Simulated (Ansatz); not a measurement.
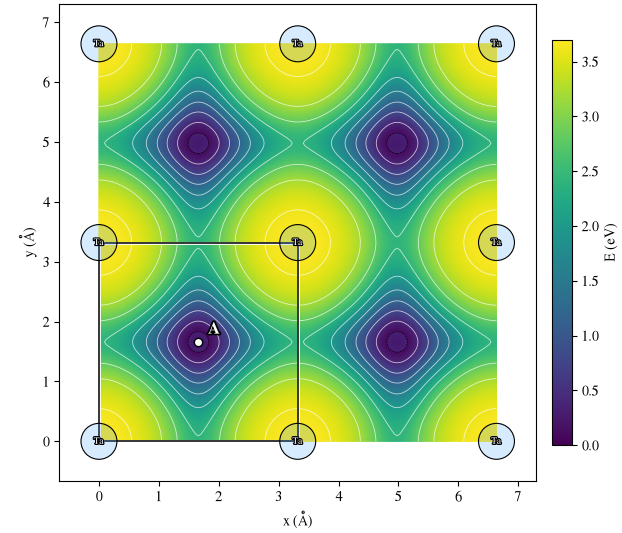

Si on a Ta(100) slab cut from the Im-3m phase, its upper half relaxed before the scan (16 atoms of substrate and one adsorbate in a 2 × 2 cell). Si is moved over the surface cell; relaxed at each place: the height of the adsorbate's atoms; substrate rigid; the origin of the map has the adsorbate above Ta13. Places are given modulo a cell vector. The map is drawn in real space over the plane of the surface. The scan uses an 8 × 8 grid; 15 points were computed and 49 follow by symmetry. Places are given in fractions of the 1 × 1 surface cell. Energies are in eV, from the lowest grid point. These are results of DFT PBE, scalar-relativistic, plane waves, PAW (Ansatz 0.2.0), not measurements. Settings: cutoff 420 eV, k-mesh 4×4×1, gaussian smearing 0.1 eV, no spin polarisation.

The picture shows a smooth colour map with a few white contour lines, labelled circles for the atoms of the top layer and small ones for the second layer, the outline of one cell of the 2 × 2 shown, the point A. Between grid points the surface is interpolated.

### Find the lowest pass out of the well at A.

The easiest path leads from the well at a fourfold hollow over a second-layer Ta atom, (4/8, 4/8) of the cell vectors to its copy one period on. Its highest point lies about 2.4 eV above the bottom of the first well on the interpolated surface, at a bridge site between two Ta atoms, (0/8, 4/8) of the cell vectors. This is the barrier on the constrained surface; relaxing the other coordinates would change it.

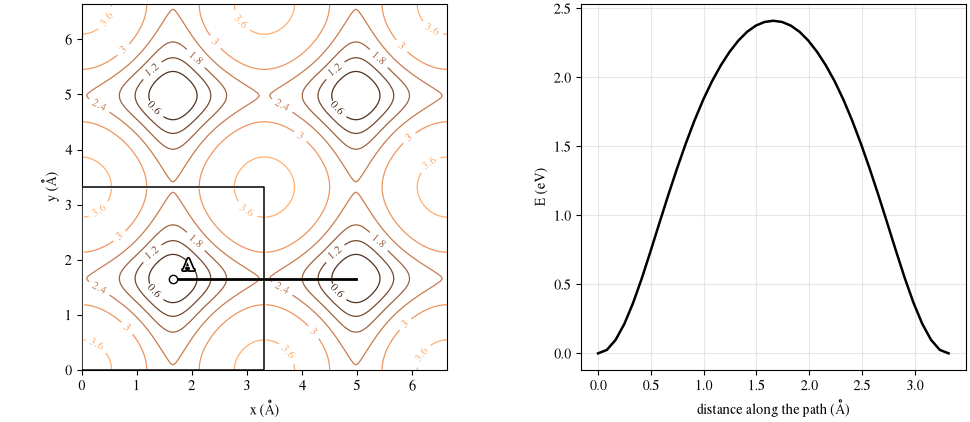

In the figure: contour lines labelled in eV, a line along the lowest path, the outline of one cell of the 2 × 2 shown, the energy along the path at the right. Between grid points the surface is interpolated.

PAW datasets: the set soft_1.
